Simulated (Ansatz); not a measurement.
GaN

The calculation's input:

```
crystal:
  lattice:
    - [3.1799996605, 0.0, 0.0]
    - [-1.5899998303, 2.75396049, 0.0]
    - [0.0, 0.0, 5.166]
  atoms:
    - { symbol: Ga, position: [0.3285952439, 0.6666666667, 0.0] }
    - { symbol: Ga, position: [0.6619285772, 0.3333333333, 0.5] }
    - { symbol: "N", position: [0.3569182415, 0.6666666667, 0.375] }
    - { symbol: "N", position: [0.6902515748, 0.3333333333, 0.875] }
basis:
  ecutwfc: 500
kpoints:
  mp_grid: { grid: [12, 12, 6] }
hamiltonian:
  xc: r2scan
scf:
  occupations: { method: gaussian, width: 0.05 }
output:
  forces: true
  stress: true
  eigenvalues: true
  write_density: true
  write_potential: true
  elf: true
  volumetric_format: npy
```

Run with:

```sh
ansatz run input.yaml --threads 2 --pin off --max-ram 5120MiB --backend cpu --events-out ev --progress --plain --runs-dir out
```

Below, planes, directions and counts refer to the conventional cell (a = 3.18 Å, b = 5.51 Å, c = 5.17 Å, α = 90.00°, β = 90.00°, γ = 90.00°).

Space group Cc; not relaxed (largest force 1.2 eV/Å).

The calculation used DFT r2SCAN, scalar-relativistic, plane waves, PAW in Ansatz 0.2.0.

Core electrons are frozen (PAW), and the valence fields are smoothed inside the atomic spheres.

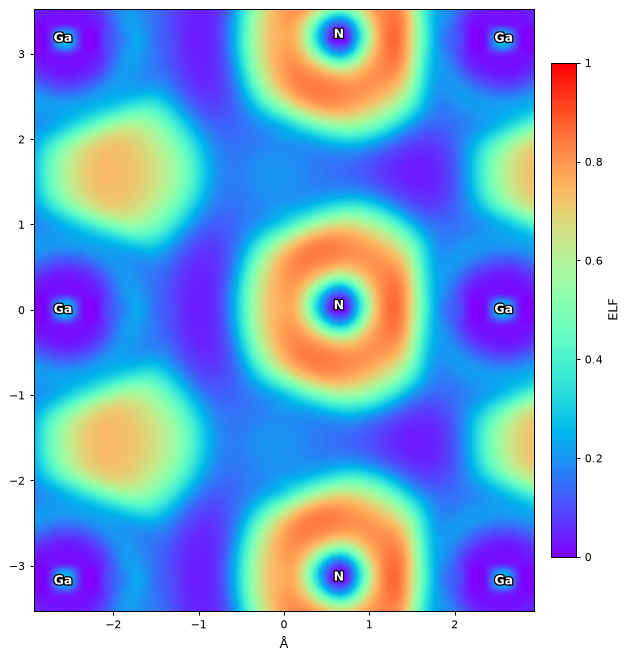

Figure 1. Electron localisation function on the (110) plane of the conventional cell.

Question: What does the map show?

Answer: The plane passes through Ga and N nuclei. Atoms just off the plane (Ga, 0.9 Å away and N, 0.8 Å away) can leave unmarked features too. Ga–N (1.94 Å): the ELF peaks at about 0.85 in the valence shell of N, 0.7 Å from its nucleus, and is about 0.50 at the midpoint.

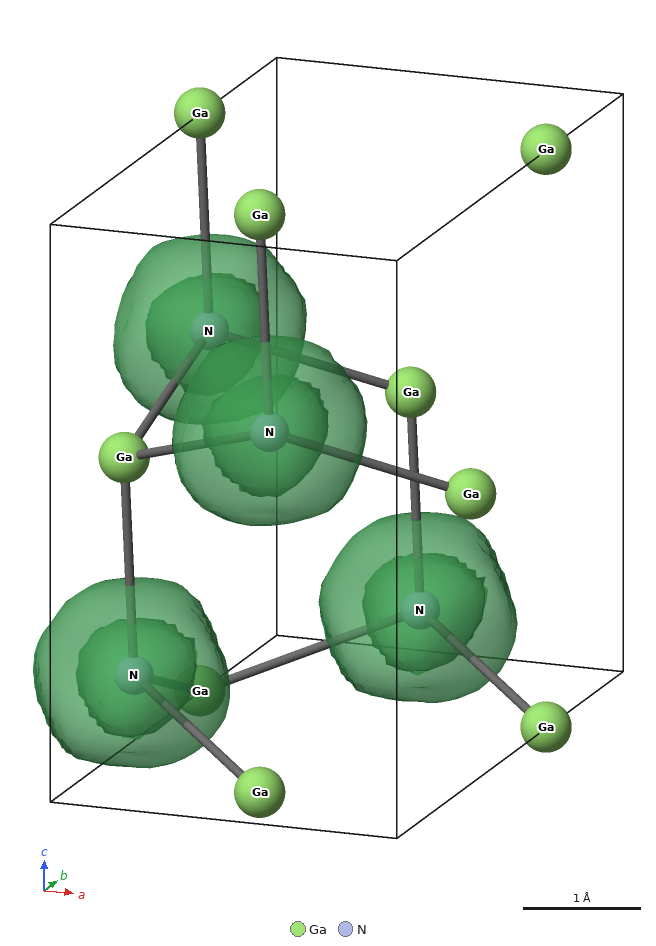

Figure 2. Isosurface of the electron localisation function at 0.75 (green), seen slightly off an axis. Core shells and regions of very low density are left out. Sticks mark near contacts.

Question: Describe the localisation domains.

Answer: The surface consists of four regions wrapped around N (the valence shell of each), counted in one cell of 8 atoms. Any copies at cell faces, edges or corners count once. Profiles from the grid: Ga–N (1.87 Å): the ELF peaks at about 0.85 in the valence shell of N, 0.7 Å from its nucleus, and is about 0.50 at the midpoint.

Question: Metal or insulator at this level of theory?

Answer: It is gapped, with a Kohn–Sham gap of 2.3 eV on the k-point mesh, an upper bound to the gap of this method.
